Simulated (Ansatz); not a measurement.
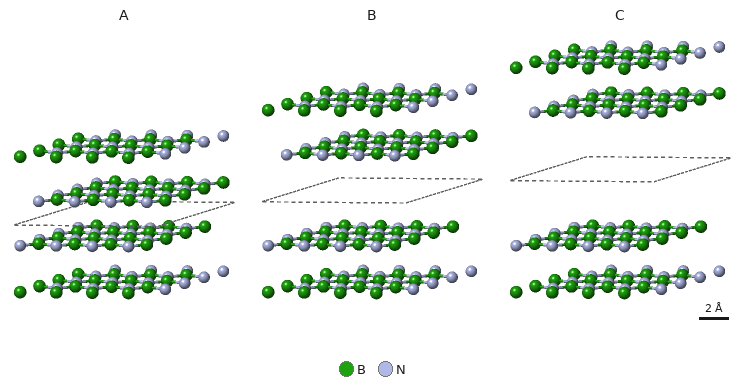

Frames of a one-coordinate scan of crystalline BN (R3m). A ball-and-stick model of the layers on both sides of the dashed plane, seen from the side, nearly along that plane.

Method: Ansatz 0.2.0, DFT PBE+D3(BJ), scalar-relativistic, plane waves, PAW. Settings: plane-wave cutoff 420 eV; k-point mesh 10 × 10 × 3; occupations gaussian; smearing width 0.05 eV; no spin polarisation. Energies (free energies at the smearing named) are counted from the relaxed crystal.

> What is being scanned?

The crystal is pulled apart rigidly along the normal of the (0 0 −1) plane of the conventional cell, at a cut between a plane of B/N below and one of B/N above, 3.29 Å apart. In the frames the opening is −0.30 Å (A), 3.00 Å (B), 6.00 Å (C). One cut stands in each cell, which starts 9.9 Å high; nothing is relaxed, and the dashed outline marks the cut. Their energies are 0.062 J/m², 0.301 J/m², 0.340 J/m².
